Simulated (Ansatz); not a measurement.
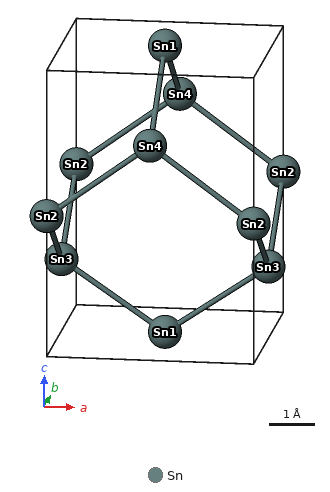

*The structure (ball-and-stick view of the cell of the calculation, seen at an oblique angle; atoms are numbered from 1 in the order of the input). An atom can appear more than once, as a periodic image.*

Near neighbours in the periodic cell (some may lie outside the picture): Sn has 4 Sn at 2.85 to 2.92 Å.

# Single-point calculation of Sn

Sn (P-4m2, 4 atoms in the cell), computed with DFT PBE, scalar-relativistic, plane waves, PAW, no spin polarisation (Ansatz 0.2.0).

The structure derives from an entry of the Crystallography Open Database. It belongs to a series of runs on one base structure; here: mode 6 (140.4 1/cm) frozen in, largest displacement -0.060 A. Figures and captions count atoms from 1; the log counts them from 0 in places.

### Output
```
Engine: ansatz 0.2.0, x86_64-unknown-linux-gnu
Pseudopotentials: kind: paw
Pseudopotential: Sn, paw, valence charge 14, recommended cutoff 420 eV (normal), Sn.paw.azcp
Functional definition: PBE
  parameter kappa = 0.804
  parameter beta = 0.06672455060314922
  exchange = pbe_x(kappa = kappa, mu = beta*pi^2/3)
  correlation = pbe_c(beta = beta)
Crystal: 4 atoms, lattice volume = 147.458 Å³
Basis set: ecut = 420 eV, 2887 PW (Γ), exchange–correlation on 64×64×90 points (8 copies of the dense FFT grid, shifted against one another)
Bands: 34, of which v1, the nominal top of the filled ones, is band 28 counted from 1 (27 counted from 0)
Symmetry: 8 space group operations
Space group: P-4m2 (ITA 115), of the structure as read, at distance tolerance 5.3e-5 Å
k-points: 216 of 1960 (time reversal used)
Non-local potential: Sn, projectors of the file, l = 0: 2, l = 1: 2, l = 2: 2, l = 3: 2
PAW form: soft (Blöchl's): semilocal exchange-correlation on the pseudo side does not see the compensation charge
PAW one-centre angular grid: Sn, 590 points (default); XC on 64 Gauss nodes
Initial density: superposition of atomic densities (neutral atoms: chi_scale 0, normalization atom), corrected by the library's trained network
Initial wavefunctions: pseudopotential atomic-orbital guess
Functional: x = pbe(κ = 0.804, μ = 0.2195149727645171), c = pbe(β = 0.06672455060314922)
SCF iter   1: F=—  HF=-24096.823583 eV  |F-HF|=—  |Δ(HF+E_count)|=         —  Δρ=8.84e-4  dr2=2.51e-3  ethr=1.77e-3  ⟨swp⟩=6.4  Hψ=31271  notcnv=0
preconditioner: auto → Kerker (q_TF=auto, 2.322 Å⁻¹)  [metal: Δε(μ)=0.027 eV  Ē_g=19.243 eV  σ=0.150 eV  W_gap=0.10  n_scr=36 (ndim 8)  ℏωp=22.9 eV  f_vac=0.116  D(μ)=0.34/eV (n_scr^D=0)]
SCF iter   2: F=—  HF=-24096.820858 eV  |F-HF|=—  |Δ(HF+E_count)|=   2.73e-3  Δρ=6.37e-4  dr2=1.78e-3  ethr=4.48e-6  ⟨swp⟩=2.0  Hψ=15098  notcnv=0
SCF iter   3: F=—  HF=-24096.821050 eV  |F-HF|=—  |Δ(HF+E_count)|=   1.92e-4  Δρ=3.83e-4  dr2=5.07e-4  ethr=3.18e-6  ⟨swp⟩=3.0  Hψ=13129  notcnv=0
SCF iter   4: F=—  HF=-24096.821304 eV  |F-HF|=—  |Δ(HF+E_count)|=   2.54e-4  Δρ=3.32e-4  dr2=1.24e-4  ethr=9.06e-7  ⟨swp⟩=2.0  Hψ=8737  notcnv=0
SCF iter   5: F=—  HF=-24096.821307 eV  |F-HF|=—  |Δ(HF+E_count)|=   2.68e-6  Δρ=9.83e-5  dr2=1.40e-5  ethr=2.22e-7  ⟨swp⟩=2.0  Hψ=12999  notcnv=0
SCF iter   6: F=—  HF=-24096.821318 eV  |F-HF|=—  |Δ(HF+E_count)|=   1.12e-5  Δρ=2.75e-5  dr2=8.88e-7  ethr=2.51e-8  ⟨swp⟩=2.0  Hψ=13060  notcnv=0
SCF iter   7: F=—  HF=-24096.821318 eV  |F-HF|=—  |Δ(HF+E_count)|=   3.01e-7  Δρ=1.61e-5  dr2=3.43e-7  ethr=1.59e-9  ⟨swp⟩=2.0  Hψ=13016  notcnv=0
SCF iter   8: F=-24096.821318 eV  HF=-24096.821318 eV  |F-HF|=1.78e-8  |Δ(HF+E_count)|=   2.53e-8  Δρ=5.38e-6  dr2=6.61e-8  ethr=1.79e-10  ⟨swp⟩=11.7  Hψ=54532  notcnv=0
SCF 1 converged in 8 iterations: F = -24096.821318 eV  dr2 = 6.61e-8
  greatest PAW one-centre occupation: 0.990 electrons in one spin orbital (limit 2), on the Sn atom at site 3 (counted from 0), in its partial waves of l = 2
SCF converged after 8 iterations
Free energy (F): -24096.821318 eV
Harris-Foulkes:  -24096.821318 eV  (|F-HF|=1.78e-8)
Internal energy: -24096.817421 eV  (E = F + TS)
E sigma→0 (E₀):  -24096.819370 eV
Entropy (-TS):   -0.003897 eV (-0.974 meV/atom)
Fermi energy:    6.907882 eV
--- Per-component energies (eV) ---
  E_band       = -540.782443
  E_kinetic    = 746.017359
  E_local      = -4792.987129  (includes V_loc(G=0)·N_el)
  E_nonlocal   = -128.344312
  E_hartree    = 2722.270924
  E_xc         = -1526.975207
  E_vxc        = -380.315139  (∫ρ·V_xc dr)
  E_paw        = -16550.445599  (= ΣΔE_a)
  E_vpaw       = -1429.708223  (= ΣTr[D̂ρ^β])
  E_aug_tail   = -0.000002  (compensation charges beyond the density's cutoff)
  E_ewald      = -4566.353456
  E_smearing   = -0.003897  (= −TS)
  E_closure    = 0.000000  (closes the sum)
  Σ components = -24096.821318   (vs F -24096.821318, Δ=0.00e0)
--- Forces (eV/Å), atoms counted from 1 ---
  atom   1  Sn    -0.51544223     0.00000000     0.00000000
  atom   2  Sn     0.51544223     0.00000000     0.00000000
  atom   3  Sn    -0.00000000    -0.00000000    -0.00000000
  atom   4  Sn     0.00000000     0.00000000    -0.00000000
  max |Σ_I F_I| component: 1.73e-17 eV/Å
--- Stress (GPa, compression-positive) ---
       -0.017718       0.000000      -0.000000
        0.000000       0.062720      -0.000000
       -0.000000      -0.000000       0.062720
  P = ⅓ Tr σ = 0.0359 GPa (0.359 kbar)
--- Band table (eV; the first three rows and the last of 216) ---
  k-point 0: bands = ["-14.7261", "-14.7261", "-14.6838", "-14.6336", "-14.6296", "-14.6296", "-14.6249", "-14.5651", "-14.5629", "-14.4764", "-14.4646", "-14.4156", "-14.4073", "-14.3575", "-14.3575", "-14.3456", "-14.3444", "-14.3378", "-14.2836", "-14.2836", "-3.2310", "-0.3652", "-0.3592", "4.6607", "4.6607", "5.7478", "6.9743", "6.9944", "6.9944", "7.7958", "7.7983", "9.0484", "9.0484", "9.0655"]
  k-point 1: bands = ["-14.7258", "-14.7258", "-14.6845", "-14.6355", "-14.6302", "-14.6302", "-14.6239", "-14.5720", "-14.5481", "-14.4892", "-14.4514", "-14.4322", "-14.3958", "-14.3561", "-14.3561", "-14.3529", "-14.3458", "-14.3307", "-14.2846", "-14.2846", "-3.2016", "-0.8773", "0.1934", "4.6927", "4.6927", "5.4077", "6.8569", "6.8569", "7.2980", "7.6867", "7.9772", "8.9711", "9.2243", "9.2243"]
  k-point 2: bands = ["-14.7249", "-14.7249", "-14.6862", "-14.6410", "-14.6319", "-14.6319", "-14.6211", "-14.5700", "-14.5276", "-14.5052", "-14.4542", "-14.4342", "-14.3949", "-14.3546", "-14.3524", "-14.3524", "-14.3497", "-14.3234", "-14.2876", "-14.2876", "-3.1141", "-1.3472", "0.7844", "4.7791", "4.7880", "4.7880", "6.5415", "6.5415", "7.6386", "7.8673", "8.2198", "8.7494", "9.6547", "9.6547"]
  k-point 215: bands = ["-14.7631", "-14.7315", "-14.7315", "-14.6757", "-14.5866", "-14.5251", "-14.5251", "-14.5193", "-14.5104", "-14.4830", "-14.4830", "-14.4649", "-14.4442", "-14.4442", "-14.4381", "-14.4106", "-14.2791", "-14.2753", "-14.2753", "-14.2721", "-0.4650", "-0.3296", "-0.3296", "-0.1858", "4.1555", "4.1693", "4.1693", "4.1710", "9.9475", "10.0918", "10.0918", "10.2660", "10.7871", "10.9188"]
```

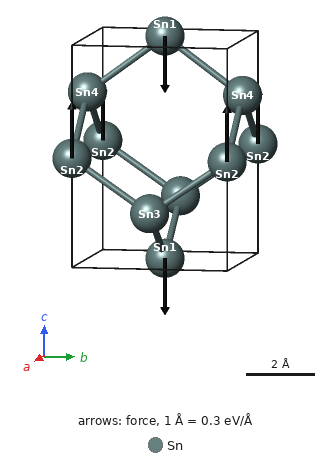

*Forces on the atoms as black arrows (ball-and-stick view of the cell of the calculation, seen slightly off an axis; atoms are numbered from 1 in the order of the input).*

The largest act on Sn1, Sn2 (0.52 eV/Å). The geometry is not a stationary point of this energy.

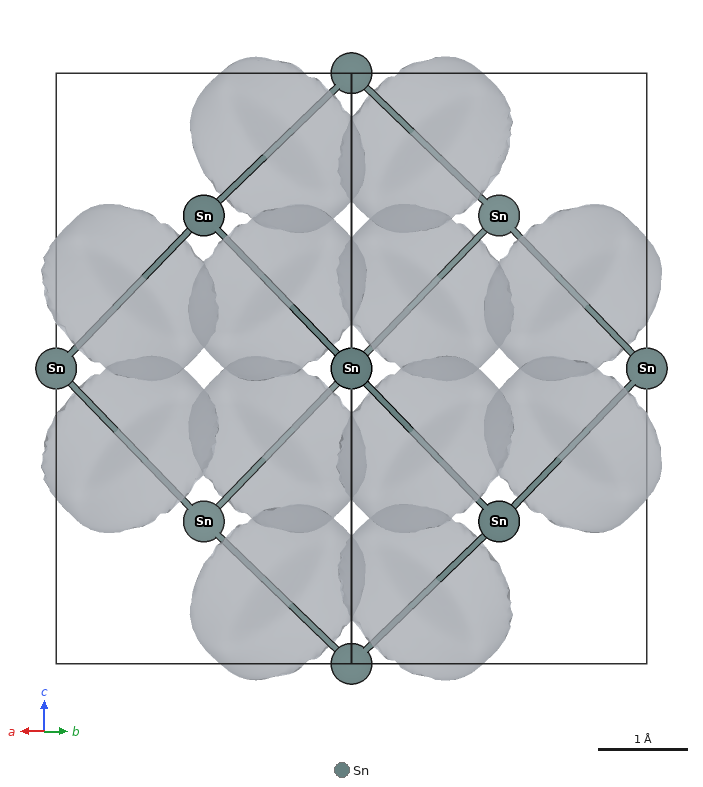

*Isosurface of the electron localisation function at 0.45 (grey), seen along [110]. Core shells and regions of very low density are left out. Sticks mark near contacts. The outline is the cell set on symmetry axes.*

Profiles from the grid: Sn–Sn (2.85 Å): the ELF peaks at about 0.65 between the atoms. Sn–Sn (2.92 Å): the ELF peaks at about 0.65 between the atoms. The fields are those of the smooth PAW valence density.

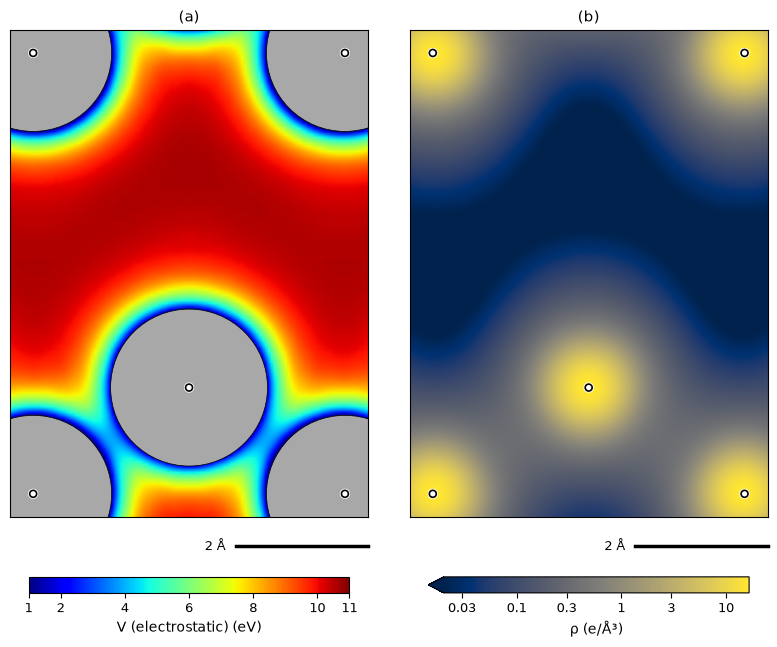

*(a) electrostatic potential (local pseudopotential plus Hartree) felt by an electron; (b) valence pseudo-density on the (010) plane of the conventional cell. Circles mark the nuclei in the plane (Sn). Grey discs, where drawn, cover atomic cores.*

The section cuts through Sn sites. Sn–Sn (2.85 Å): the density is about 0.35 e/Å³ at the midpoint. Away from the nuclei the density in this plane falls to 0.008 e/Å³ at its lowest. Outside the cores the potential energy rises away from the atoms and is highest about 2.8 Å from the nearest atoms; outside the discs it spans about 10 eV, and its zero is arbitrary.

The run was set up as follows.

### Input file
```yaml
crystal:
  lattice:
    - [0.0, -3.3281477805, -3.3281477805]
    - [0.0, 3.3281477805, -3.3281477805]
    - [6.6562955611, 0.0, 0.0]
  atoms:
    - { symbol: Sn, position: [0.5, 0.5, 0.0090140228] }
    - { symbol: Sn, position: [0.0, 0.0, 0.4909859772] }
    - { symbol: Sn, position: [1.0, 0.5, 0.25] }
    - { symbol: Sn, position: [0.5, 0.0, 0.75] }
basis:
  ecutwfc: 420
kpoints:
  mp_grid: { grid: [14, 14, 10] }
hamiltonian:
  xc: pbe
scf:
  occupations: { method: gaussian, width: 0.15 }
output:
  forces: true
  stress: true
  eigenvalues: true
  write_density: true
  write_potential: true
  elf: true
  volumetric_format: npy
```

Command:
```bash
ansatz run input.yaml --threads 2 --pin off --max-ram 5120MiB --backend cpu --events-out ev --progress --plain --runs-dir out
```

### Summary

- outcome: converged
- space group (tolerance 0.01 Å): P-4m2 (115)
- electrons treated: 56
- free energy: −24096.8213 eV
- Fermi energy: 6.908 eV
- gap on the k-point mesh: none (metallic)
- pressure: 0.04 GPa
- largest force (length of the vector): 0.515 eV/Å
- hardware: 2 threads of Intel Xeon @ 2.50GHz (Skylake/Cascade Lake), 189 GiB of memory available, shared host
- wall time: 1.8 min (CPU time 3.5 min)
- peak memory: 0.95 GiB
